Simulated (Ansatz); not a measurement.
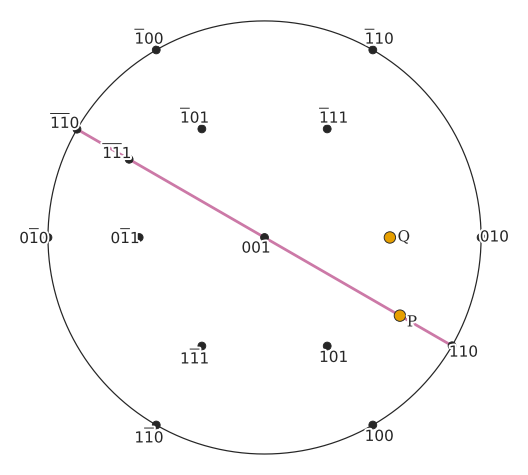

Stereographic projection of plane normals (upper hemisphere) centred on (0 0 1). Crystal: Tl, the end point of a relaxation with DFT PBE, scalar-relativistic, plane waves, PAW (Ansatz 0.2.0). Geometry calculated from the standardised cell; symmetry tolerance 0.002 Å.

a = 3.639 Å, b = 3.639 Å, c = 5.488 Å, α = 90.00°, β = 90.00°, γ = 120.00°.

Index the poles marked P, Q.

Answer. P is (1 1 1), in four indices (1 1 −2 1), 71.7° from the centre; Q is (0 1 1), in four indices (0 1 −1 1), 60.1° from the centre.

Which zone does the coloured great circle trace?

Answer. The zone [1 −1 0]: its poles satisfy h − k = 0.

What is the angle between the normals of (1 1 0) and (−1 0 0), and what are their d_hkl = 1/|g|?

Answer. 150.0°; d = 1.820 Å and 3.152 Å.
